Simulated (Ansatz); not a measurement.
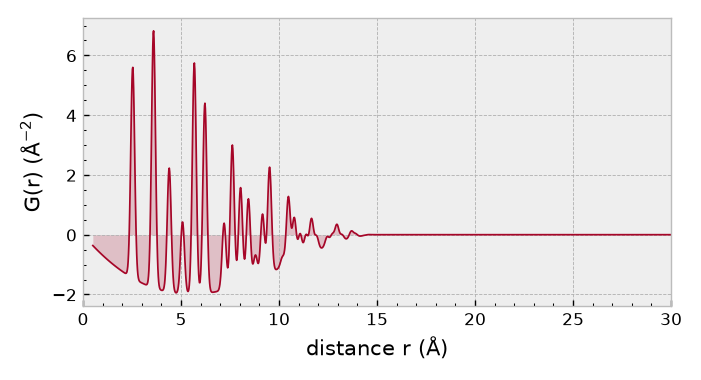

Simulated X-ray pair distribution function, G(r) = R(r)/r − 4πρ₀r, summed over the atomic distances of the structure with each pair weighted by the product of the atomic numbers (X-ray weights at Q = 0); every distance is a Gaussian of σ = 0.10 Å, for spherical particles of Ir with the bulk structure: the bulk G(r) is multiplied by the envelope of a sphere of diameter D, 1 − 3r/2D + r³/2D³, with no surface relaxation. The number density is 0.0608 atoms per Å³. Basis of the simulation: the end point of a relaxation with Ansatz 0.2.0, DFT, PBEsol, plane waves (420 eV) with PAW, scalar-relativistic; the starting structure was generated, so it need not be a known form of this composition.

How large are the particles?

Answer. About 15 Å (1.5 nm): the signal vanishes at r = D, fading from view somewhat earlier.

Roughly how many atoms does one particle hold?

Answer. About 110 (number density 0.0608 Å⁻³ times πD³/6).
